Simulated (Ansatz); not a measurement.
## Run report: NiSi2, geometry relaxation (part 3 of 3)

Continued. System: NiSi2 (24 atoms in the cell). Method: DFT PBE, scalar-relativistic, plane waves, PAW, no spin polarisation (Ansatz 0.2.0); cutoff 420 eV, 1×1×14 k-mesh, Gaussian smearing of 0.05 eV. The structure derives from an entry of the Crystallography Open Database. It belongs to a series of runs on one base structure; here: wire along [1 1 0], 24 atoms a period.

Geometry of the input (Å; fractional positions):
```
16.7000  0.0000  0.0000
0.0000  18.8000  0.0000
0.0000  0.0000  3.8515
Si 0.2694  0.4638  0.0000
Si 0.7306  0.4638  0.0000
Si 0.6153  0.7535  0.5000
Si 0.6153  0.4638  0.5000
Ni 0.6153  0.6811  0.0000
Ni 0.6153  0.3914  0.0000
Si 0.6153  0.6086  0.5000
Si 0.6153  0.3189  0.5000
Si 0.2694  0.6086  0.0000
Si 0.7306  0.6086  0.0000
Ni 0.5000  0.5362  0.5000
Ni 0.5000  0.2465  0.5000
Si 0.3847  0.6086  0.5000
Si 0.3847  0.3189  0.5000
Si 0.5000  0.6086  0.0000
Si 0.5000  0.3189  0.0000
Ni 0.2694  0.5362  0.5000
Ni 0.7306  0.5362  0.5000
Si 0.5000  0.7535  0.0000
Si 0.5000  0.4638  0.0000
Si 0.3847  0.7535  0.5000
Si 0.3847  0.4638  0.5000
Ni 0.3847  0.6811  0.0000
Ni 0.3847  0.3914  0.0000
```

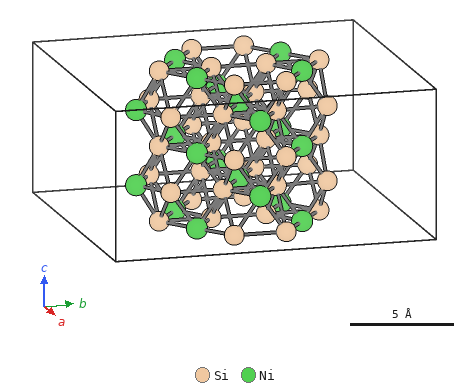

Figure 1. The geometry at step 5 of the log (ball-and-stick view of the 2 repeat of the cell, with the vacuum cut short, seen slightly off an axis).

Output, continued:
```
  k-point 7: bands = ["-104.3728", "-104.0278", "-104.0278", "-103.9607", "-103.9607", "-103.7116", "-103.7116", "-103.1005", "-64.7739", "-64.7636", "-64.7489", "-64.4755", "-64.4754", "-64.4668", "-64.4667", "-64.4301", "-64.4301", "-64.4036", "-64.4034", "-64.3341", "-64.3340", "-64.2601", "-64.2599", "-64.2004", "-64.2004", "-64.1180", "-64.1180", "-64.0373", "-64.0373", "-63.5643", "-63.5303", "-63.4923", "-10.4936", "-10.3883", "-9.7747", "-9.7745", "-9.3665", "-9.2050", "-8.7037", "-8.6042", "-8.4125", "-8.1694", "-7.7354", "-7.5623", "-7.5287", "-7.2870", "-7.0071", "-6.6714", "-6.6129", "-6.0158", "-5.2460", "-5.2030", "-4.9060", "-4.8812", "-4.6620", "-4.4693", "-4.4410", "-4.0545", "-4.0282", "-3.9611", "-3.9300", "-3.7858", "-3.5030", "-3.3972", "-3.3278", "-3.2752", "-3.2138", "-3.1644", "-3.0907", "-3.0423", "-3.0290", "-3.0191", "-3.0093", "-2.8838", "-2.8730", "-2.8643", "-2.7849", "-2.7684", "-2.7396", "-2.7306", "-2.7008", "-2.6521", "-2.6197", "-2.5420", "-2.5338", "-2.4768", "-2.3923", "-2.3668", "-2.2235", "-1.9802", "-1.9163", "-1.7999", "-1.7967", "-1.7735", "-1.6163", "-1.5902", "-1.3675", "-1.3481", "-1.3082", "-1.2497", "-1.0538", "-1.0181", "-0.6205", "-0.5551", "-0.2177", "-0.1388", "0.1273", "0.1323", "0.7459", "1.0295", "1.1415", "1.1642", "1.1752", "1.4423", "1.5746", "1.8075", "1.8857", "2.4788", "2.7292", "3.1627", "3.3957", "3.5053", "3.5602", "3.7865", "3.8358", "4.2918", "4.3275", "4.3308"]
--- Relaxed structure (6 steps of the walk, 5 accepted, 1 SCFs on fresh bases) ---
  F+E_penalty+E_count = -56888.87827020 eV   max|allowed force component| = 7.131e-3 eV/Å   (the final SCF, on the basis selected at the relaxed cell)
  cell:  # Å, volume = 1188.7400 Å³
    - [16.7, 0.0, 0.0]
    - [0.0, 18.8, 0.0]
    - [0.0, 0.0, 3.7862784252028394]
  atoms:
    - { symbol: Si, position: [0.2744226787889403, 0.4660332671244849, 0.0] }
    - { symbol: Si, position: [0.7255773212110598, 0.4660332671244849, 0.0] }
    - { symbol: Si, position: [0.6027400779771879, 0.7486782198906757, 0.49999999999999994] }
    - { symbol: Si, position: [0.6180038568798403, 0.46343718226352026, 0.49999999999999994] }
    - { symbol: Ni, position: [0.6143756390723276, 0.6779379212440261, 0.0] }
    - { symbol: Ni, position: [0.615528951341302, 0.3930887968192751, 0.0] }
    - { symbol: Si, position: [0.6181954981215747, 0.6072570434352944, 0.49999999999999994] }
    - { symbol: Si, position: [0.6150635464449156, 0.32233573040878977, 0.49999999999999994] }
    - { symbol: Si, position: [0.2745278288260808, 0.6065631048498258, 0.0] }
    - { symbol: Si, position: [0.7254721711739192, 0.6065631048498258, 0.0] }
    - { symbol: Ni, position: [0.5, 0.5354252609908714, 0.49999999999999994] }
    - { symbol: Ni, position: [0.5, 0.2580797865493173, 0.49999999999999994] }
    - { symbol: Si, position: [0.38180450187842513, 0.6072570434352944, 0.49999999999999994] }
    - { symbol: Si, position: [0.3849364535550845, 0.32233573040878977, 0.49999999999999994] }
    - { symbol: Si, position: [0.5, 0.6096012894753047, 0.0] }
    - { symbol: Si, position: [0.5, 0.32040843623285464, 0.0] }
    - { symbol: Ni, position: [0.27062767574193325, 0.5354470067872262, 0.49999999999999994] }
    - { symbol: Ni, position: [0.7293723242580666, 0.5354470067872262, 0.49999999999999994] }
    - { symbol: Si, position: [0.5, 0.7530262366360189, 0.0] }
    - { symbol: Si, position: [0.5, 0.4613560798693971, 0.0] }
    - { symbol: Si, position: [0.397259922022812, 0.7486782198906757, 0.49999999999999994] }
    - { symbol: Si, position: [0.38199614312015956, 0.46343718226352026, 0.49999999999999994] }
    - { symbol: Ni, position: [0.3856243609276722, 0.6779379212440261, 0.0] }
    - { symbol: Ni, position: [0.38447104865869774, 0.3930887968192751, 0.0] }
--- Löwdin populations: 24 sites ---
  site symbol       q [e]
     0     Si      4.1755
     1     Si      4.1755
     2     Si      4.0602
     3     Si      3.9872
     4     Ni     17.4963
     5     Ni     17.5041
     6     Si      3.9866
     7     Si      4.1334
     8     Si      4.1882
     9     Si      4.1882
    10     Ni     17.4922
    11     Ni     17.5358
    12     Si      3.9866
    13     Si      4.1334
    14     Si      3.9942
    15     Si      4.1362
    16     Ni     17.4943
    17     Ni     17.4943
    18     Si      4.0323
    19     Si      3.9966
    20     Si      4.0602
    21     Si      3.9872
    22     Ni     17.4963
    23     Ni     17.5041
  spilling = 0.013274 (of n_electrons = 208.000000)
```

File populations.tsv:
```
# site	symbol	l	j	q
# orbitals = lowdin
# n_electrons = 208.000000
# spilling = 0.013274
0	Si	0_3S	-	1.505042
0	Si	1_3P	-	2.670479
1	Si	0_3S	-	1.505042
1	Si	1_3P	-	2.670479
2	Si	0_3S	-	1.583390
2	Si	1_3P	-	2.476781
3	Si	0_3S	-	1.259667
3	Si	1_3P	-	2.727542
4	Ni	0_3S	-	1.984737
4	Ni	0_4S	-	0.583265
4	Ni	1_3P	-	5.993580
4	Ni	2_3D	-	8.934756
5	Ni	0_3S	-	1.984409
5	Ni	0_4S	-	0.606119
5	Ni	1_3P	-	5.993905
5	Ni	2_3D	-	8.919668
6	Si	0_3S	-	1.264950
6	Si	1_3P	-	2.721649
7	Si	0_3S	-	1.582393
7	Si	1_3P	-	2.551017
8	Si	0_3S	-	1.508635
8	Si	1_3P	-	2.679565
9	Si	0_3S	-	1.508635
9	Si	1_3P	-	2.679565
10	Ni	0_3S	-	1.984770
10	Ni	0_4S	-	0.611069
10	Ni	1_3P	-	5.995110
10	Ni	2_3D	-	8.901235
11	Ni	0_3S	-	1.990327
11	Ni	0_4S	-	0.540365
11	Ni	1_3P	-	5.990109
11	Ni	2_3D	-	9.015042
12	Si	0_3S	-	1.264950
12	Si	1_3P	-	2.721649
13	Si	0_3S	-	1.582393
13	Si	1_3P	-	2.551017
14	Si	0_3S	-	1.325667
14	Si	1_3P	-	2.668558
15	Si	0_3S	-	1.316412
15	Si	1_3P	-	2.819803
16	Ni	0_3S	-	1.986885
16	Ni	0_4S	-	0.572441
16	Ni	1_3P	-	5.992961
16	Ni	2_3D	-	8.941987
17	Ni	0_3S	-	1.986885
17	Ni	0_4S	-	0.572441
17	Ni	1_3P	-	5.992961
17	Ni	2_3D	-	8.941987
18	Si	0_3S	-	1.343848
18	Si	1_3P	-	2.688501
19	Si	0_3S	-	1.313068
19	Si	1_3P	-	2.683554
20	Si	0_3S	-	1.583390
20	Si	1_3P	-	2.476781
21	Si	0_3S	-	1.259667
21	Si	1_3P	-	2.727542
22	Ni	0_3S	-	1.984737
22	Ni	0_4S	-	0.583265
22	Ni	1_3P	-	5.993580
22	Ni	2_3D	-	8.934756
23	Ni	0_3S	-	1.984409
23	Ni	0_4S	-	0.606119
23	Ni	1_3P	-	5.993905
23	Ni	2_3D	-	8.919668
```

Trajectory as extended XYZ (Å, eV, eV/Å), 4 of the 7 frames kept, from step=1 to step=7:
```
24
Lattice="16.7000 0.0000 0.0000 0.0000 18.8000 0.0000 0.0000 0.0000 3.8515" Properties=species:S:1:pos:R:3:forces:R:3 step=1 energy=-56888.09351 pressure_GPa=-1.80
Si    4.4985    8.7191    0.0000    0.6053   0.3441   0.0000
Si   12.2015    8.7191    0.0000   -0.6053   0.3441   0.0000
Si   10.2758   14.1660    1.9258   -0.6115  -0.5865   0.0000
Si   10.2758    8.7191    1.9258    0.7621  -0.2942   0.0000
Ni   10.2758   12.8043    0.0000    0.0555  -0.2842   0.0000
Ni   10.2758    7.3574    0.0000   -0.1312   0.2702   0.0000
Si   10.2758   11.4426    1.9258    0.7591   0.3084   0.0000
Si   10.2758    5.9957    1.9258   -0.4331   0.1032   0.0000
Si    4.4985   11.4426    0.0000    0.6252  -0.3443   0.0000
Si   12.2015   11.4426    0.0000   -0.6252  -0.3443   0.0000
Ni    8.3500   10.0809    1.9258    0.0000   0.0432   0.0000
Ni    8.3500    4.6340    1.9258    0.0000   1.5872   0.0000
Si    6.4242   11.4426    1.9258   -0.7591   0.3084   0.0000
Si    6.4242    5.9957    1.9258    0.4331   0.1032   0.0000
Si    8.3500   11.4426    0.0000    0.0000   0.6209   0.0000
Si    8.3500    5.9957    0.0000    0.0000  -0.7207   0.0000
Ni    4.4985   10.0809    1.9258    0.4106  -0.0011   0.0000
Ni   12.2015   10.0809    1.9258   -0.4106  -0.0011   0.0000
Si    8.3500   14.1660    0.0000    0.0000  -0.0829   0.0000
Si    8.3500    8.7191    0.0000    0.0000  -0.4792   0.0000
Si    6.4242   14.1660    1.9258    0.6115  -0.5865   0.0000
Si    6.4242    8.7191    1.9258   -0.7621  -0.2942   0.0000
Ni    6.4242   12.8043    0.0000   -0.0555  -0.2842   0.0000
Ni    6.4242    7.3574    0.0000    0.1312   0.2702   0.0000
24
Lattice="16.7000 0.0000 0.0000 0.0000 18.8000 0.0000 0.0000 0.0000 3.7712" Properties=species:S:1:pos:R:3:forces:R:3 step=3 energy=-56888.86880 pressure_GPa=0.23
Si    4.5958    8.7563    0.0000   -0.0483  -0.0206   0.0000
Si   12.1042    8.7563    0.0000    0.0483  -0.0206   0.0000
Si   10.0491   14.0880    1.8856    0.0709   0.0004   0.0000
Si   10.3199    8.7090    1.8856   -0.0759   0.0191   0.0000
Ni   10.2563   12.7529    0.0000    0.0217   0.0013   0.0000
Ni   10.2682    7.3829    0.0000    0.0832   0.0215   0.0000
Si   10.3241   11.4198    1.8856   -0.0681   0.0096   0.0000
Si   10.2668    6.0549    1.8856    0.0453  -0.0050   0.0000
Si    4.5974   11.3960    0.0000   -0.0502   0.0817   0.0000
Si   12.1026   11.3960    0.0000    0.0502   0.0817   0.0000
Ni    8.3500   10.0695    1.8856    0.0000  -0.0125   0.0000
Ni    8.3500    4.8546    1.8856    0.0000  -0.2011   0.0000
Si    6.3759   11.4198    1.8856    0.0681   0.0096   0.0000
Si    6.4332    6.0549    1.8856   -0.0453  -0.0050   0.0000
Si    8.3500   11.4676    0.0000    0.0000  -0.0437   0.0000
Si    8.3500    6.0145    0.0000    0.0000   0.0809   0.0000
Ni    4.5307   10.0654    1.8856   -0.0584  -0.0400   0.0000
Ni   12.1693   10.0654    1.8856    0.0584  -0.0400   0.0000
Si    8.3500   14.1651    0.0000    0.0000   0.0099   0.0000
Si    8.3500    8.6720    0.0000    0.0000   0.0303   0.0000
Si    6.6509   14.0880    1.8856   -0.0709   0.0004   0.0000
Si    6.3801    8.7090    1.8856    0.0759   0.0191   0.0000
Ni    6.4437   12.7529    0.0000   -0.0217   0.0013   0.0000
Ni    6.4318    7.3829    0.0000   -0.0832   0.0215   0.0000
24
Lattice="16.7000 0.0000 0.0000 0.0000 18.8000 0.0000 0.0000 0.0000 3.7861" Properties=species:S:1:pos:R:3:forces:R:3 step=5 energy=-56888.87945 pressure_GPa=-0.02
Si    4.5824    8.7595    0.0000    0.0079   0.0098   0.0000
Si   12.1176    8.7595    0.0000   -0.0079   0.0098   0.0000
Si   10.0699   14.0767    1.8931   -0.0104   0.0023   0.0000
Si   10.3202    8.7117    1.8931    0.0015   0.0087   0.0000
Ni   10.2601   12.7476    0.0000    0.0142  -0.0048   0.0000
Ni   10.2782    7.3886    0.0000    0.0057   0.0036   0.0000
Si   10.3253   11.4200    1.8931   -0.0053  -0.0241   0.0000
Si   10.2708    6.0584    1.8931   -0.0015   0.0002   0.0000
Si    4.5829   11.4045    0.0000    0.0086  -0.0064   0.0000
Si   12.1171   11.4045    0.0000   -0.0086  -0.0064   0.0000
Ni    8.3500   10.0671    1.8931    0.0000   0.0048   0.0000
Ni    8.3500    4.8481    1.8931    0.0000   0.0126   0.0000
Si    6.3747   11.4200    1.8931    0.0053  -0.0241   0.0000
Si    6.4292    6.0584    1.8931    0.0015   0.0002   0.0000
Si    8.3500   11.4625    0.0000    0.0000  -0.0217   0.0000
Si    8.3500    6.0212    0.0000    0.0000  -0.0036   0.0000
Ni    4.5201   10.0661    1.8931    0.0048   0.0006   0.0000
Ni   12.1799   10.0661    1.8931   -0.0048   0.0006   0.0000
Si    8.3500   14.1557    0.0000    0.0000   0.0150   0.0000
Si    8.3500    8.6728    0.0000    0.0000   0.0132   0.0000
Si    6.6301   14.0767    1.8931    0.0104   0.0023   0.0000
Si    6.3798    8.7117    1.8931   -0.0015   0.0087   0.0000
Ni    6.4399   12.7476    0.0000   -0.0142  -0.0048   0.0000
Ni    6.4218    7.3886    0.0000   -0.0057   0.0036   0.0000
24
Lattice="16.7000 0.0000 0.0000 0.0000 18.8000 0.0000 0.0000 0.0000 3.7863" Properties=species:S:1:pos:R:3:forces:R:3 step=7 energy=-56888.87827 pressure_GPa=-0.00
Si    4.5829    8.7614    0.0000   -0.0006  -0.0021   0.0000
Si   12.1171    8.7614    0.0000    0.0006  -0.0021   0.0000
Si   10.0658   14.0752    1.8931    0.0045  -0.0038   0.0000
Si   10.3207    8.7126    1.8931    0.0019  -0.0022   0.0000
Ni   10.2601   12.7452    0.0000   -0.0020   0.0029   0.0000
Ni   10.2793    7.3901    0.0000   -0.0010  -0.0003   0.0000
Si   10.3239   11.4164    1.8931    0.0014   0.0034   0.0000
Si   10.2716    6.0599    1.8931    0.0016   0.0024   0.0000
Si    4.5846   11.4034    0.0000   -0.0032   0.0048   0.0000
Si   12.1154   11.4034    0.0000    0.0032   0.0048   0.0000
Ni    8.3500   10.0660    1.8931    0.0000   0.0015   0.0000
Ni    8.3500    4.8519    1.8931    0.0000   0.0010   0.0000
Si    6.3761   11.4164    1.8931   -0.0014   0.0034   0.0000
Si    6.4284    6.0599    1.8931   -0.0016   0.0024   0.0000
Si    8.3500   11.4605    0.0000    0.0000  -0.0071   0.0000
Si    8.3500    6.0237    0.0000    0.0000  -0.0015   0.0000
Ni    4.5195   10.0664    1.8931    0.0041  -0.0029   0.0000
Ni   12.1805   10.0664    1.8931   -0.0041  -0.0029   0.0000
Si    8.3500   14.1569    0.0000    0.0000   0.0029   0.0000
Si    8.3500    8.6735    0.0000    0.0000  -0.0012   0.0000
Si    6.6342   14.0752    1.8931   -0.0045  -0.0038   0.0000
Si    6.3793    8.7126    1.8931   -0.0019  -0.0022   0.0000
Ni    6.4399   12.7452    0.0000    0.0020   0.0029   0.0000
Ni    6.4207    7.3901    0.0000    0.0010  -0.0003   0.0000
```

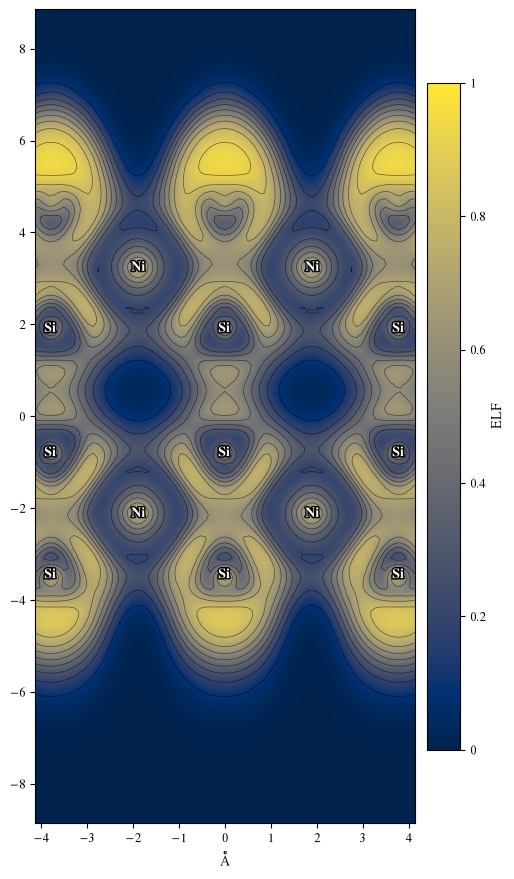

Figure 2. ELF on the (100) plane of the calculation cell, a cut from vacuum to vacuum. Si–Ni (2.31 Å): the ELF is about 0.50 at the midpoint. The strong features right at Ni lie inside the PAW spheres (semicore, d or f shells) and say nothing about bonding. Core electrons are frozen (PAW), so the fields are smoothed inside the atomic spheres.

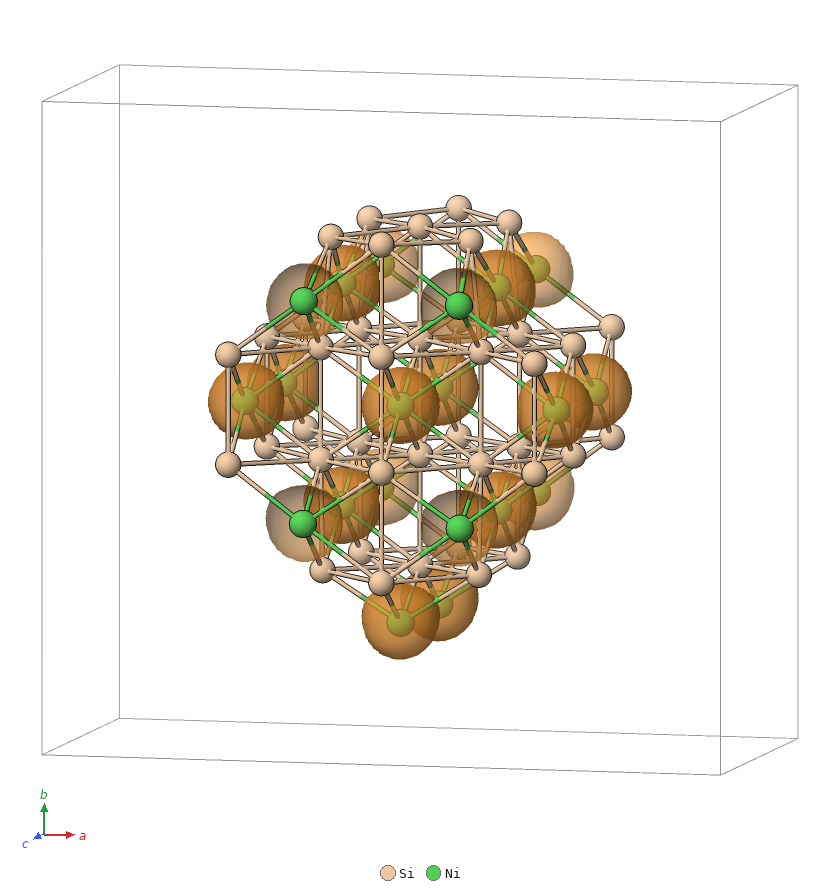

Figure 3. Isosurface of the valence charge density (pseudo) at 0.6 e/Å³ (orange), seen from the side, at a tilt. Sticks mark near contacts. At this value the density breaks into separate islands; it holds about 60 % of the electrons treated as valence (semicore included). It is pinched off along the Si–Ni (2.23 Å), Si–Si (2.56 Å), Si–Ni (2.27 Å) and Si–Ni (2.31 Å) contacts. On the grid the lowest density along these lines, outside the cores, is 0.52 e/Å³ (Si–Ni, 2.23 Å), 0.38 e/Å³ (Si–Si, 2.56 Å), 0.49 e/Å³ (Si–Ni, 2.27 Å) and 0.48 e/Å³ (Si–Ni, 2.31 Å).
